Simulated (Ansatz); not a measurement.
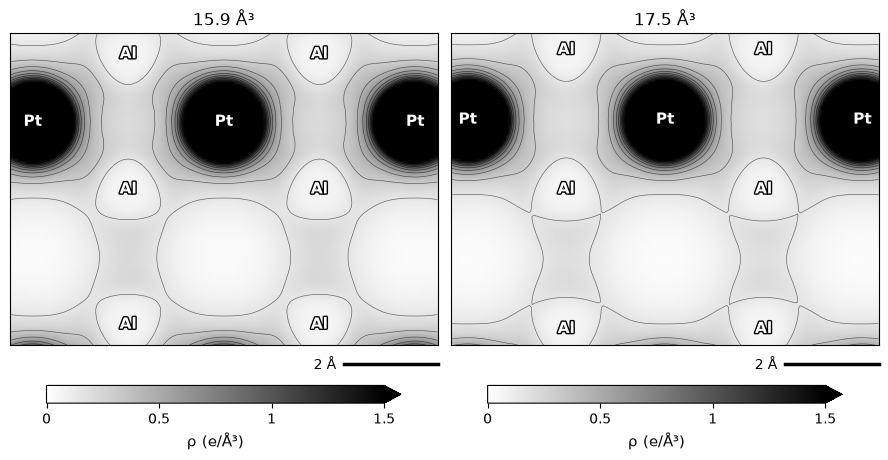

Al2Pt. The valence pseudo-density of cells scaled evenly to different volumes (given per atom above each panel), on the (011̄) plane of each (indices in the axes of the cell below), at one length scale and on one colour scale.

Computed with Ansatz 0.2.0, DFT PBE, scalar-relativistic, plane waves, PAW.

The largest cell:

```xyz
3
Lattice="0.0000 2.9732 2.9732 2.9732 0.0000 2.9732 2.9732 2.9732 0.0000" Properties=species:S:1:pos:R:3 pbc="T T T"
Al    1.4866    1.4866    1.4866
Al    4.4598    4.4598    4.4598
Pt    0.0000    0.0000    0.0000
```

| volume (Å³/atom) | Al–Pt contact in the plane (Å) | ρ at its midpoint (e/Å³) | pressure (GPa) | 
| --- | --- | --- | --- |
| 15.94 | 2.495 | 0.486 | 15.0 | 
| 17.20 | 2.559 | ? | ? | 
| 17.52 | 2.575 | 0.427 | 0.0 | 

### Estimate the missing row, and compare with the calculation.

Over the known rows ln ρ falls by 1.62 per Å of Al–Pt distance (the line through the two), which gives 0.438 e/Å³ at 2.559 Å; the calculation gives 0.437 e/Å³. For the pressure, a straight line in volume between the neighbouring rows gives 3.0 GPa; the calculation gives 2.5, lower because pressure rises ever faster on compression.
